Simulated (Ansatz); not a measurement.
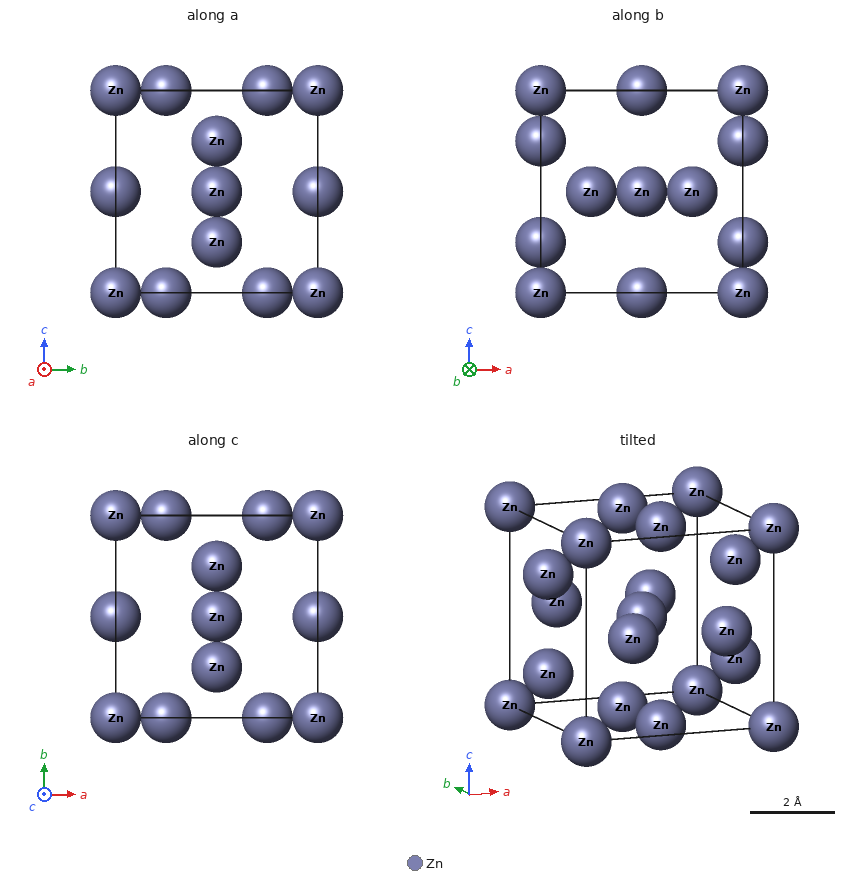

We look at a spheres-only model of the crystal along the a axis, along the b axis, along the c axis and slightly off an axis. The parallelepiped is the conventional unit cell.

Lattice parameters: a = 4.8536 Å, b = 4.8536 Å, c = 4.8536 Å, α = 90.000°, β = 90.000°, γ = 90.000°.

### Put the structure into a CIF in P1 with every atom of the cell.

```cif
data_structure
_symmetry_space_group_name_H-M 'P 1'
_symmetry_Int_Tables_number 1
_cell_length_a 4.8536
_cell_length_b 4.8536
_cell_length_c 4.8536
_cell_angle_alpha 90.000
_cell_angle_beta 90.000
_cell_angle_gamma 90.000
_cell_volume 114.33
loop_
_atom_site_label
_atom_site_type_symbol
_atom_site_fract_x
_atom_site_fract_y
_atom_site_fract_z
_atom_site_occupancy
Zn1 Zn 0.0000 0.0000 0.0000 1
Zn2 Zn 0.5000 0.5000 0.5000 1
Zn3 Zn 0.2500 0.0000 0.5000 1
Zn4 Zn 0.7500 0.0000 0.5000 1
Zn5 Zn 0.5000 0.2500 0.0000 1
Zn6 Zn 0.5000 0.7500 0.0000 1
Zn7 Zn 0.0000 0.5000 0.2500 1
Zn8 Zn 0.0000 0.5000 0.7500 1
```

The model was built from a structure type filled with this element by a generator (whether the element takes this form wasn't checked). Earlier steps of the study may have refined or changed the cell and positions. An electronic-structure calculation with Ansatz was run on it.
